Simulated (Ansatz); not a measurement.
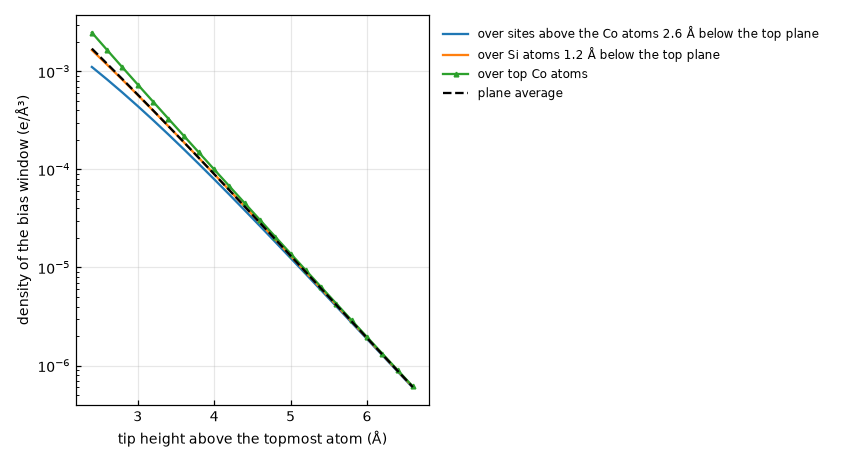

Approach curves over CoSi2(100) (Fm-3m bulk, 10 atomic planes (those closer than 0.6 Å count as one), 12 Å, Co-terminated) at a sample bias of +1.00 V.

Model: Tersoff–Hamann, s-wave tip, no tip–sample forces. Bias windows are sharp sums over the levels of the k mesh.

Method: DFT PBE, scalar-relativistic, plane waves, PAW in Ansatz. Cutoff 420 eV, 13 × 13 k-points, Gaussian smearing 0.1 eV, dipole correction. The slab is a cut without reconstruction beyond its cell, at the source's lattice constants, with its lower half held fixed and the rest relaxed. No spin polarisation (the relaxation was started with spin and lost its moment; a magnetic state may still lie lower). The run couldn't confirm all of its levels under its output density. The run warns that the functional's potential is rough in the thin density of the vacuum, where the tip is; weak contrasts and barriers may feel it.

Question: Estimate the decay constant and the apparent barrier, and compare with the vacuum level, which the run puts 3.93 eV above zero bias.

Answer: Near 4 Å the plane average falls as exp(−1.90 z/Å), a factor of 6.7 per ångström, which gives an apparent barrier of 3.4 eV (0.952 eV Å² times the slope squared). The upper edge of the window lies 2.93 eV under the vacuum level. The apparent barrier is above 2.93 eV. At 4 Å the 0.50 eV of states nearest the upper edge carry 68 % of the density.
